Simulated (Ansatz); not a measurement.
# Mo6Se13 (charge −2): single-point calculation (part 1 of 2)

- system: Mo6Se13 (defect cell, 38 atoms in the cell, total charge −2)
- method: DFT, PBE, dispersion d3bjatm, plane waves, PAW, spin-polarised (Ansatz 0.2.0)

The structure derives from a Materials Project entry.

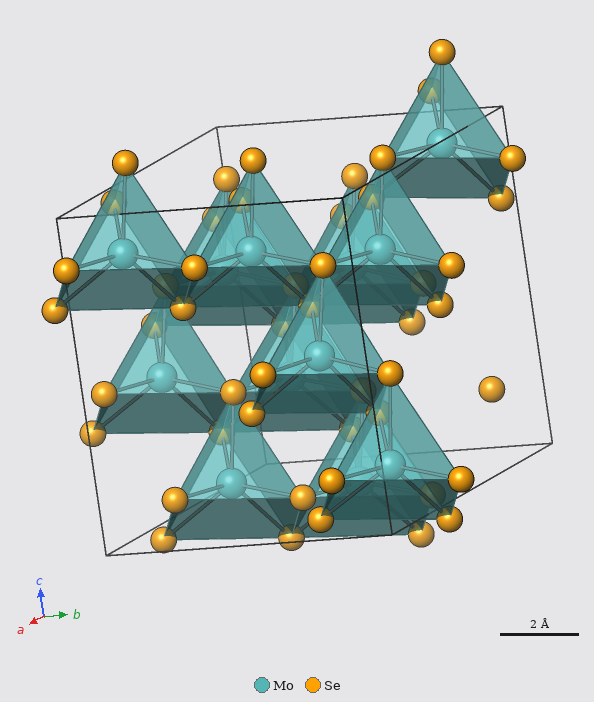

The structure (polyhedral view of the cell of the calculation, seen slightly off an axis; polyhedra are completed across the faces of the cell). An atom can appear more than once, as a periodic image.

### The input
```yaml
crystal:
  lattice:
    - [-4.9814417626, 4.7933945709, -7.4957540085]
    - [6.6419223501, 1.9173578284, -7.4957540085]
    - [-1.6604805875, -6.7107523993, -7.4957540085]
  atoms:
    - { symbol: Mo, position: [0.871920244, 0.9521269331, 0.1756901501] }
    - { symbol: Mo, position: [0.4136653947, 0.5603055347, 0.0257663978] }
    - { symbol: Mo, position: [0.1765481814, 0.8772317183, 0.9458103522] }
    - { symbol: Mo, position: [0.7172482714, 0.4864781361, 0.7960353825] }
    - { symbol: Mo, position: [0.0218439962, 0.4103817824, 0.5675115485] }
    - { symbol: Mo, position: [0.6421892287, 0.2557098098, 0.1018627515] }
    - { symbol: Mo, position: [0.9480165977, 0.1806507671, 0.8710944252] }
    - { symbol: Mo, position: [0.4849675207, 0.7945241446, 0.7200709619] }
    - { symbol: Mo, position: [0.2560626062, 0.1046863465, 0.6388136746] }
    - { symbol: Mo, position: [0.7919641984, 0.7150097199, 0.4926163337] }
    - { symbol: Mo, position: [0.3387701799, 0.3304257368, 0.3303943353] }
    - { symbol: Mo, position: [0.566224808, 0.0234290592, 0.40990876] }
    - { symbol: Se, position: [0.3617471774, 0.9002087158, 0.5155933312] }
    - { symbol: Se, position: [0.1309014014, 0.2119991422, 0.4358559662] }
    - { symbol: Se, position: [0.6735376038, 0.8204713508, 0.2847475552] }
    - { symbol: Se, position: [0.4413116241, 0.1276548886, 0.206825918] }
    - { symbol: Se, position: [0.9789095288, 0.7475364214, 0.0553803144], spin: 0.333 }
    - { symbol: Se, position: [0.2820098124, 0.6693629398, 0.8273837576] }
    - { symbol: Se, position: [0.9015341605, 0.5173710673, 0.3629210368], spin: 0.333 }
    - { symbol: Se, position: [0.2090748829, 0.439995699, 0.1327556827], spin: 0.333 }
    - { symbol: Se, position: [0.7463883514, 0.0543701264, 0.9747122413] }
    - { symbol: Se, position: [0.5159085879, 0.3593276259, 0.9002345052] }
    - { symbol: Se, position: [0.0529797642, 0.9797731626, 0.743039504] }
    - { symbol: Se, position: [0.5891933502, 0.5914413026, 0.595157778] }
    - { symbol: Se, position: [0.8208660875, 0.2848498898, 0.6697547418] }
    - { symbol: Se, position: [0.5097216388, 0.0481831772, 0.6635677926] }
    - { symbol: Se, position: [0.2781622448, 0.3592079509, 0.5831187871] }
    - { symbol: Se, position: [0.8207464125, 0.9677341717, 0.4320083986] }
    - { symbol: Se, position: [0.5905755197, 0.2768955996, 0.356057325] }
    - { symbol: Se, position: [0.124217542, 0.8927194932, 0.2005173458], spin: 0.333 }
    - { symbol: Se, position: [0.4292726333, 0.8166237832, 0.9745925663] }
    - { symbol: Se, position: [0.0466711919, 0.6626790805, 0.5081041086], spin: 0.333 }
    - { symbol: Se, position: [0.3542579548, 0.5851327304, 0.2780636959], spin: 0.333 }
    - { symbol: Se, position: [0.8959525644, 0.2039369128, 0.1242418351] }
    - { symbol: Se, position: [0.6654753744, 0.5088572197, 0.0497987182] }
    - { symbol: Se, position: [0.2022111712, 0.1290370582, 0.892280215] }
    - { symbol: Se, position: [0.7384340611, 0.7406727096, 0.7444216736] }
    - { symbol: Se, position: [0.9703956812, 0.4344141028, 0.8193215282] }
  host:
    lattice:
      - [1.6604805875, 0.9586789142, 7.4957540085]
      - [-1.6604805875, 0.9586789142, 7.4957540085]
      - [0.0, -1.9173578284, 7.4957540085]
    atoms:
      - { symbol: Mo, position: [0.6667793177, 0.6667793177, 0.6667793177] }
      - { symbol: Se, position: [0.4076473822, 0.4076473822, 0.4076473822] }
      - { symbol: Se, position: [0.2592403, 0.2592403, 0.2592403] }
total_charge: -2
basis:
  ecutwfc: 420
  xc_grid: 2
kpoints:
  mp_grid: { grid: [2, 2, 2], shift: [0.5, 0.5, 0.5] }
hamiltonian:
  xc: pbe
  dispersion: d3bjatm
scf:
  occupations: { method: gaussian, width: 0.01 }
output:
  forces: true
  eigenvalues: true
magnetization:
  spin_polarized: true
```

Hardware: 4 threads of Intel Xeon (Granite Rapids), 32 GiB of memory available, shared host.

Run as:
```bash
ansatz run input.yaml --threads 4 --pin off --max-ram 10240MiB --backend cpu --events-out ev --progress --plain --runs-dir out
```

### Log
```
Engine: ansatz 0.2.0, x86_64-unknown-linux-gnu
Pseudopotentials: kind: paw
Pseudopotential: Mo, paw, valence charge 14, recommended cutoff 420 eV (normal), Mo.paw.azcp
Pseudopotential: Se, paw, valence charge 16, recommended cutoff 420 eV (normal), Se.paw.azcp
Functional definition: PBE
  parameter kappa = 0.804
  parameter beta = 0.06672455060314922
  exchange = pbe_x(kappa = kappa, mu = beta*pi^2/3)
  correlation = pbe_c(beta = beta)
Crystal: 38 atoms, lattice volume = 930.715 Å³
Basis set: ecut = 420 eV, 18133 PW (Γ), exchange–correlation on 144×144×144 points (8 copies of the dense FFT grid, shifted against one another)
Bands: 353, of which v1, the nominal top of the filled ones, is band 293 counted from 1 (292 counted from 0)
Symmetry: 3 space group operations
Space group: R3 (ITA 146), of the structure as read, at distance tolerance 9.8e-5 Å
Magnetic group: BNS 146.10 (UNI 1240), of the structure as read, at distance tolerance 9.8e-5 Å
k-points: 2 of 8 (time reversal used)
Non-local potential: Mo, projectors of the file, l = 0: 3, l = 1: 2, l = 2: 2, l = 3: 1
Non-local potential: Se, projectors of the file, l = 0: 2, l = 1: 2, l = 2: 3, l = 3: 1
PAW form: soft (Blöchl's): semilocal exchange-correlation on the pseudo side does not see the compensation charge
PAW one-centre angular grid: Mo, 590 points (default); XC on 64 Gauss nodes
PAW one-centre angular grid: Se, 590 points (default); XC on 64 Gauss nodes
Initial density: superposition of atomic densities (chi_scale 0.1, normalization cell)
Starting moments: Σ|m| = 1.998 μB on 6 of 38 sites
Initial wavefunctions: pseudopotential atomic-orbital guess
Functional: x = pbe(κ = 0.804, μ = 0.2195149727645171), c = pbe(β = 0.06672455060314922)
SCF iter   1: F=—  HF=-201693.527494 eV  |F-HF|=—  |Δ(HF+E_count)|=         —  Δρ=3.45e-2 (↑3.33e-2 ↓3.45e-2)  dr2=6.62e1  dr2_m=7.22e-2  M=0.500 μB ∫|m|=0.548 μB  β_m=0.30  ethr=3.10e-3  ⟨swp⟩=6.0  Hψ=4696  notcnv=0  defer=103
Mixer restart at iter 1: flushing history
preconditioner: auto → Resta (q_TF=auto, 2.526 Å⁻¹)  ε∞=5.4  [insulator: Δε(μ)=0.032 eV  Ē_g=8.751 eV  σ=0.010 eV  W_gap=0.67  n_scr=246 (ndim 8)  ℏωp=18.5 eV  f_vac=0.176  D(μ)=38.64/eV (n_scr^D=330)  ε∞_Penn≈5.4]
spin=Collinear: Resta preconditioning applied to the charge; magnetization (m = ρ↑ − ρ↓) channel mixes plain (no charge-response kernel on spin).
SCF iter   2: F=—  HF=-201685.593580 eV  |F-HF|=—  |Δ(HF+E_count)|=    7.93e0  Δρ=1.58e-2 (↑1.48e-2 ↓1.58e-2)  dr2=8.97e0  dr2_m=3.18e-2  M=1.979 μB ∫|m|=2.031 μB  β_m=0.37  ethr=3.10e-3  ⟨swp⟩=3.0  Hψ=2246  notcnv=0  defer=216
preconditioner: auto → none  [metal: Δε(μ)=0.011 eV  Ē_g=8.382 eV  σ=0.010 eV  W_gap=0.49  n_scr=246 (ndim 8)  ℏωp=18.5 eV  f_vac=0.180  D(μ)=73.66/eV (n_scr^D=866)]
SCF iter   3: F=—  HF=-201684.527262 eV  |F-HF|=—  |Δ(HF+E_count)|=    1.07e0  Δρ=1.12e-2 (↑9.63e-3 ↓1.12e-2)  dr2=8.79e0  dr2_m=3.50e-2  M=1.487 μB ∫|m|=1.523 μB  β_m=0.33  ethr=1.53e-3  ⟨swp⟩=2.0  Hψ=1790  notcnv=0  defer=216
SCF iter   4: F=—  HF=-201684.545064 eV  |F-HF|=—  |Δ(HF+E_count)|=   1.78e-2  Δρ=7.17e-3 (↑6.38e-3 ↓7.17e-3)  dr2=4.94e0  dr2_m=1.64e-2  M=2.024 μB ∫|m|=2.069 μB  β_m=0.27  ethr=1.50e-3  ⟨swp⟩=3.0  Hψ=1761  notcnv=0  defer=213
SCF iter   5: F=—  HF=-201684.283464 eV  |F-HF|=—  |Δ(HF+E_count)|=   2.62e-1  Δρ=4.88e-3 (↑4.88e-3 ↓4.10e-3)  dr2=1.26e0  dr2_m=1.81e-2  M=2.500 μB ∫|m|=2.558 μB  β_m=0.25  ethr=8.43e-4  ⟨swp⟩=3.2  Hψ=1554  notcnv=0  defer=213
SCF iter   6: F=—  HF=-201684.191960 eV  |F-HF|=—  |Δ(HF+E_count)|=   9.15e-2  Δρ=2.64e-3 (↑2.35e-3 ↓2.64e-3)  dr2=1.76e-1  dr2_m=2.33e-2  M=2.500 μB ∫|m|=2.551 μB  β_m=0.25  ethr=2.14e-4  ⟨swp⟩=2.2  Hψ=1593  notcnv=0  defer=217
SCF iter   7: F=—  HF=-201684.222814 eV  |F-HF|=—  |Δ(HF+E_count)|=   3.09e-2  Δρ=1.89e-3 (↑1.31e-3 ↓1.89e-3)  dr2=7.43e-2  dr2_m=1.43e-2  M=2.501 μB ∫|m|=2.563 μB  β_m=0.25  ethr=3.00e-5  ⟨swp⟩=2.2  Hψ=1676  notcnv=0  defer=217
SCF iter   8: F=—  HF=-201684.231325 eV  |F-HF|=—  |Δ(HF+E_count)|=   8.51e-3  Δρ=1.42e-3 (↑1.09e-3 ↓1.42e-3)  dr2=3.33e-2  dr2_m=1.05e-2  M=2.574 μB ∫|m|=2.644 μB  β_m=0.27  ethr=1.27e-5  ⟨swp⟩=4.5  Hψ=1677  notcnv=0  defer=215
SCF iter   9: F=—  HF=-201684.243277 eV  |F-HF|=—  |Δ(HF+E_count)|=         —  Δρ=2.09e-3 (↑2.09e-3 ↓1.47e-3)  dr2=4.79e-2  dr2_m=2.27e-2  M=3.373 μB ∫|m|=3.449 μB  β_m=0.27  ethr=5.68e-6  ⟨swp⟩=2.8  Hψ=1704  notcnv=0  defer=215
Mixer restart at iter 9: flushing history
SCF iter  10: F=—  HF=-201684.254262 eV  |F-HF|=—  |Δ(HF+E_count)|=   1.10e-2  Δρ=1.42e-3 (↑6.63e-4 ↓1.42e-3)  dr2=1.09e-1  dr2_m=3.89e-3  M=2.803 μB ∫|m|=2.901 μB  β_m=0.21  ethr=5.68e-6  ⟨swp⟩=3.8  Hψ=1972  notcnv=0  defer=215
SCF iter  11: F=—  HF=-201684.252011 eV  |F-HF|=—  |Δ(HF+E_count)|=   2.25e-3  Δρ=1.91e-3 (↑1.91e-3 ↓1.52e-3)  dr2=2.25e-2  dr2_m=2.24e-2  M=3.639 μB ∫|m|=3.725 μB  β_m=0.20  ethr=5.68e-6  ⟨swp⟩=3.5  Hψ=1759  notcnv=0  defer=215
SCF iter  12: F=—  HF=-201684.261343 eV  |F-HF|=—  |Δ(HF+E_count)|=   9.33e-3  Δρ=2.10e-3 (↑2.10e-3 ↓1.74e-3)  dr2=4.56e-2  dr2_m=2.65e-2  M=3.916 μB ∫|m|=4.008 μB  β_m=0.25  ethr=3.84e-6  ⟨swp⟩=2.2  Hψ=1604  notcnv=0  defer=215
SCF iter  13: F=-201684.271181 eV  HF=-201684.267623 eV  |F-HF|=3.56e-3  |Δ(HF+E_count)|=   6.28e-3  Δρ=1.68e-3 (↑1.68e-3 ↓1.37e-3)  dr2=1.32e-2  dr2_m=1.79e-2  M=3.978 μB ∫|m|=4.081 μB  β_m=0.16  ethr=3.84e-6  ⟨swp⟩=2.0  Hψ=1754  notcnv=0  defer=215
SCF iter  14: F=-201684.280525 eV  HF=-201684.275992 eV  |F-HF|=4.53e-3  |Δ(HF+E_count)|=   8.37e-3  Δρ=1.07e-3 (↑1.07e-3 ↓1.03e-3)  dr2=2.58e-3  dr2_m=8.80e-3  M=4.000 μB ∫|m|=4.120 μB  β_m=0.09  ethr=2.25e-6  ⟨swp⟩=2.2  Hψ=1937  notcnv=0  defer=215
SCF iter  15: F=-201684.282673 eV  HF=-201684.280186 eV  |F-HF|=2.49e-3  |Δ(HF+E_count)|=   4.19e-3  Δρ=6.94e-4 (↑6.94e-4 ↓6.73e-4)  dr2=7.79e-4  dr2_m=3.86e-3  M=4.000 μB ∫|m|=4.137 μB  β_m=0.16  ethr=4.40e-7  ⟨swp⟩=2.0  Hψ=2312  notcnv=0  defer=215
SCF iter  16: F=-201684.283419 eV  HF=-201684.284422 eV  |F-HF|=1.00e-3  |Δ(HF+E_count)|=         —  Δρ=4.20e-4 (↑3.00e-4 ↓4.20e-4)  dr2=2.67e-3  dr2_m=6.94e-4  M=4.000 μB ∫|m|=4.190 μB  β_m=0.23  ethr=1.33e-7  ⟨swp⟩=3.2  Hψ=3005  notcnv=0  defer=215
SCF iter  17: F=—  HF=-201684.284160 eV  |F-HF|=—  |Δ(HF+E_count)|=   2.62e-4  Δρ=5.06e-4 (↑5.00e-4 ↓5.06e-4)  dr2=3.87e-3  dr2_m=1.48e-3  M=4.000 μB ∫|m|=4.205 μB  β_m=0.24  ethr=1.33e-7  ⟨swp⟩=2.0  Hψ=2591  notcnv=0  defer=215
SCF iter  18: F=—  HF=-201684.284412 eV  |F-HF|=—  |Δ(HF+E_count)|=   2.52e-4  Δρ=2.29e-4 (↑2.20e-4 ↓2.29e-4)  dr2=1.34e-3  dr2_m=2.41e-4  M=4.000 μB ∫|m|=4.198 μB  β_m=0.65  ethr=1.33e-7  ⟨swp⟩=2.2  Hψ=2338  notcnv=0  defer=215
SCF iter  19: F=—  HF=-201684.284482 eV  |F-HF|=—  |Δ(HF+E_count)|=   7.05e-5  Δρ=2.68e-4 (↑2.02e-4 ↓2.68e-4)  dr2=5.31e-4  dr2_m=4.27e-4  M=4.000 μB ∫|m|=4.190 μB  β_m=0.67  ethr=1.33e-7  ⟨swp⟩=2.5  Hψ=2647  notcnv=0  defer=215
SCF iter  20: F=—  HF=-201684.284550 eV  |F-HF|=—  |Δ(HF+E_count)|=   6.71e-5  Δρ=1.29e-4 (↑9.11e-5 ↓1.29e-4)  dr2=1.47e-4  dr2_m=9.10e-5  M=4.000 μB ∫|m|=4.199 μB  β_m=0.64  ethr=9.06e-8  ⟨swp⟩=2.0  Hψ=1914  notcnv=0  defer=215
SCF iter  21: F=—  HF=-201684.284583 eV  |F-HF|=—  |Δ(HF+E_count)|=   3.37e-5  Δρ=3.91e-5 (↑2.42e-5 ↓3.91e-5)  dr2=1.20e-4  dr2_m=2.73e-6  M=4.000 μB ∫|m|=4.207 μB  β_m=0.52  ethr=2.50e-8  ⟨swp⟩=2.0  Hψ=2289  notcnv=0  defer=215
SCF iter  22: F=—  HF=-201684.284575 eV  |F-HF|=—  |Δ(HF+E_count)|=   8.53e-6  Δρ=2.99e-5 (↑1.37e-5 ↓2.99e-5)  dr2=4.10e-5  dr2_m=1.63e-6  M=4.000 μB ∫|m|=4.208 μB  β_m=0.49  ethr=2.05e-8  ⟨swp⟩=2.0  Hψ=1653  notcnv=0  defer=215
SCF iter  23: F=—  HF=-201684.284582 eV  |F-HF|=—  |Δ(HF+E_count)|=   7.69e-6  Δρ=1.08e-5 (↑1.08e-5 ↓9.24e-6)  dr2=1.34e-5  dr2_m=2.25e-7  M=4.000 μB ∫|m|=4.209 μB  β_m=0.39  ethr=7.00e-9  ⟨swp⟩=2.0  Hψ=1836  notcnv=0  defer=215
SCF iter  24: F=—  HF=-201684.284582 eV  |F-HF|=—  |Δ(HF+E_count)|=   4.11e-7  Δρ=5.29e-6 (↑4.64e-6 ↓5.29e-6)  dr2=2.09e-6  dr2_m=8.69e-8  M=4.000 μB ∫|m|=4.209 μB  β_m=0.33  ethr=2.28e-9  ⟨swp⟩=2.0  Hψ=1756  notcnv=0  defer=215
SCF iter  25: F=—  HF=-201684.284582 eV  |F-HF|=—  |Δ(HF+E_count)|=   2.27e-7  Δρ=3.19e-6 (↑3.19e-6 ↓2.67e-6)  dr2=1.91e-7  dr2_m=4.94e-8  M=4.000 μB ∫|m|=4.209 μB  β_m=0.32  ethr=3.56e-10  ⟨swp⟩=2.0  Hψ=1764  notcnv=0  defer=215
SCF iter  26: F=—  HF=-201684.284582 eV  |F-HF|=—  |Δ(HF+E_count)|=   1.41e-7  Δρ=1.52e-6 (↑1.52e-6 ↓1.51e-6)  dr2=3.35e-8  dr2_m=1.42e-8  M=4.000 μB ∫|m|=4.209 μB  β_m=0.36  ethr=3.27e-11  ⟨swp⟩=2.0  Hψ=1839  notcnv=0  defer=215
SCF iter  27: F=—  HF=-201684.284582 eV  |F-HF|=—  |Δ(HF+E_count)|=   6.02e-8  Δρ=7.96e-7 (↑6.73e-7 ↓7.96e-7)  dr2=2.38e-8  dr2_m=2.80e-9  M=4.000 μB ∫|m|=4.209 μB  β_m=0.32  ethr=5.71e-12  ⟨swp⟩=2.0  Hψ=1957  notcnv=0  defer=215
SCF iter  28: F=—  HF=-201684.284582 eV  |F-HF|=—  |Δ(HF+E_count)|=   6.29e-9  Δρ=5.13e-7 (↑5.13e-7 ↓4.59e-7)  dr2=4.02e-9  dr2_m=1.29e-9  M=4.000 μB ∫|m|=4.209 μB  β_m=0.39  ethr=4.06e-12  ⟨swp⟩=2.0  Hψ=1759  notcnv=0  defer=215
SCF iter  29: F=-201684.284582 eV  HF=-201684.284582 eV  |F-HF|=8.73e-10  |Δ(HF+E_count)|=   3.96e-9  Δρ=2.05e-7 (↑2.05e-7 ↓2.00e-7)  dr2=1.41e-9  dr2_m=2.25e-10  M=4.000 μB ∫|m|=4.209 μB  ethr=1.00e-12  ⟨swp⟩=8.0  Hψ=5475  notcnv=0
SCF 1 converged in 29 iterations: F = -201684.284582 eV  dr2 = 1.41e-9
  greatest PAW one-centre occupation: 1.000 electrons in one spin orbital (limit 2), on the Se atom at site 31 (counted from 0), in its partial waves of l = 2
```

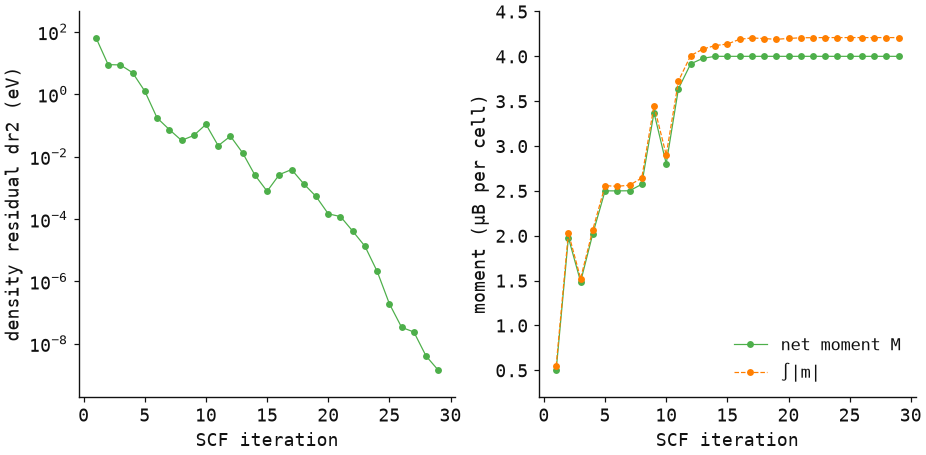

Convergence of the self-consistent field: density residual dr2 and magnetic moment against the SCF iteration. The residual falls unevenly and jumps up by a factor of two or more 3 times on the way down. The net moment goes from 0.5 to 4.0 μB per cell.

```
at 2 of the mixer's solves, the last at iteration 13, it left a direction of its history that read negative out of its fit and stepped the other way along it
SCF converged after 29 iterations
Magnetization: 4.0000 μB (295.0000 up, 291.0000 down)
Absolute magnetization: 4.1649 μB (∫|ρ↑−ρ↓|, with the PAW one-centre terms)
Spin contamination: 0.0232 ħ² per cell (⟨S²⟩ above its minimum at these occupations)
Per-site moments (μB) at R_I (Å): [(0.26859944214375603, 1.042813724894343), (0.26859944214375536, 1.0428137248943432), (0.26518020346656934, 1.0433008928311416), (0.010539479565960729, 1.0477541045162213), (0.26859944214375536, 1.0428137248943434), (0.010539479565960389, 1.0477541045162206), (0.010539479565960649, 1.0477541045162206), (0.013435046034842002, 1.0493039180752937), (0.013435046034842335, 1.0493039180752926), (0.2651802034665694, 1.0433008928311416), (0.265180203466569, 1.0433008928311416), (0.013435046034842075, 1.049303918075293), (0.006604888491037191, 1.049895772635665), (0.0012004305719652837, 1.0496491254434983), (0.001200430571965307, 1.0496491254434974), (0.006168428507027649, 1.0446233084969103), (0.14904078493604278, 1.0429128543936417), (0.0012004305719655185, 1.0496491254434979), (0.1490407849360423, 1.0429128543936415), (0.14904078493604234, 1.042912854393642), (0.0050452250350808995, 1.0434476030125082), (0.005045225035080703, 1.0434476030125088), (0.006168428507027574, 1.04462330849691), (0.0061684285070273525, 1.0446233084969103), (0.0050452250350807686, 1.0434476030125088), (0.006625387130955322, 1.0496867158203413), (0.0010715116178983994, 1.0498110766139954), (0.0010715116178983998, 1.0498110766139956), (0.00637621615330782, 1.0449641327367443), (0.14894689258393798, 1.042813724894343), (0.0010715116178984104, 1.0498110766139952), (0.1489468925839383, 1.0428137248943434), (0.14894689258393803, 1.0428137248943432), (0.005129681354542568, 1.0437657771823317), (0.005129681354542463, 1.0437657771823319), (0.006376216153307902, 1.044964132736745), (0.0063762161533081245, 1.0449641327367445), (0.005129681354542684, 1.0437657771823317)]
Free energy (F): -201684.284582 eV
Harris-Foulkes:  -201684.284582 eV  (|F-HF|=8.73e-10)
Internal energy: -201684.284458 eV  (E = F + TS)
E sigma→0 (E₀):  -201684.284520 eV
Entropy (-TS):   -0.000124 eV (-0.003 meV/atom)
Fermi energy:    9.549254 eV
--- Per-component energies (eV) ---
  E_band       = -12150.914451
  E_kinetic    = 8403.497763
  E_local      = -97783.038965  (includes V_loc(G=0)·N_el)
  E_nonlocal   = -13764.548565
  E_hartree    = 46179.513309
  E_xc         = -4932.284023
  E_vxc        = -5328.026157  (∫ρ·V_xc dr)
  E_paw        = -88111.742526  (= ΣΔE_a)
  E_vpaw       = 3962.189563  (= ΣTr[D̂ρ^β])
  E_aug_tail   = -0.014627  (compensation charges beyond the density's cutoff)
  E_ewald      = -51661.695427
  E_disp       = -13.971396  (pairwise vdW)
  E_smearing   = -0.000124  (= −TS)
  E_closure    = -0.000000  (closes the sum)
  E_deformation_potential = -30.160845  (in the stress; not in F)
  Σ components = -201684.284582   (vs F -201684.284582, Δ=0.00e0)
```
